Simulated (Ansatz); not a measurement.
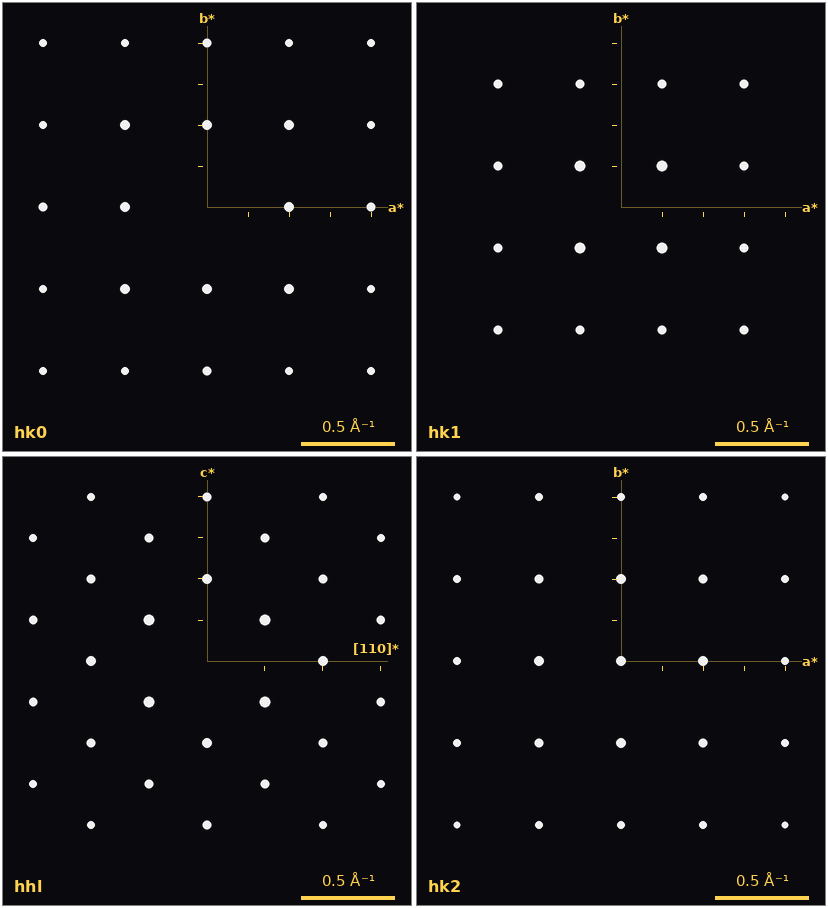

Four undistorted layers of reciprocal space, calculated for a single crystal (X-rays, kinematic |F|², B = 0.5 Å²). Tick marks count the reciprocal lattice steps of the conventional cell along each axis.

The compound is Se. Structure: the end point of a relaxation with Ansatz, DFT, BLYP, plane waves (420 eV) with PAW, scalar-relativistic; the starting structure was generated, so it need not be a known form of this composition.

Read the reciprocal cell and give the direct cell.

a* = 0.222, b* = 0.222, c* = 0.222 Å⁻¹; the cell is cubic with a = 4.51 Å.

List the systematic absences.

Reflections are present only under these conditions. hkl: h + k = 2n, h + l = 2n; hk0: h = 2n, k = 2n; hhl: h + l = 2n; h00: h = 2n. The lattice is face-centred (F).

Which space groups fit?

The intensities have Laue symmetry m-3m (the hk0 layer shows 4mm, hk1 shows 4mm). With these conditions the candidates are F432 (No. 209), F-43m (No. 216), Fm-3m (No. 225). Diffraction geometry alone does not choose among them; the structure has Fm-3m.
